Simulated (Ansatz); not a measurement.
```
B N
1.0
     1.25384   -3.33948    0.00000
     2.50768    0.00000    0.00000
     0.00000    0.00000    8.67533
B N
4 4
Direct
  0.00000 0.00000 0.00005
  0.00000 0.50000 0.25005
  0.00000 0.00000 0.50005
  0.00000 0.50000 0.75005
  0.00000 0.00000 0.33330
  0.00000 0.50000 0.58330
  0.00000 0.00000 0.83330
  0.00000 0.50000 0.08330
```

Space group Fmm2; a structure from a database of computed crystals, not necessarily the ambient phase.

These are results of DFT PBE+D3(BJ), scalar-relativistic, plane waves, PAW in Ansatz, not measurements.

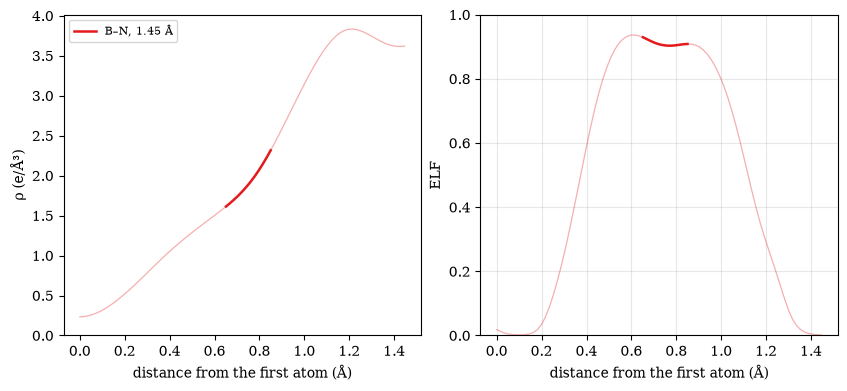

BN. Valence charge density (pseudo) and ELF along straight lines between neighbouring atoms. Thin, pale parts lie inside the atomic spheres.

In a PAW calculation such maps are meaningful between the atoms, not at the nuclei.

Question: What kind of bonding do the profiles show?

Answer: B–N (1.45 Å): ρ is about 1.8 e/Å³ halfway; the ELF peaks at about 0.95 between the atoms (a polar covalent bond).
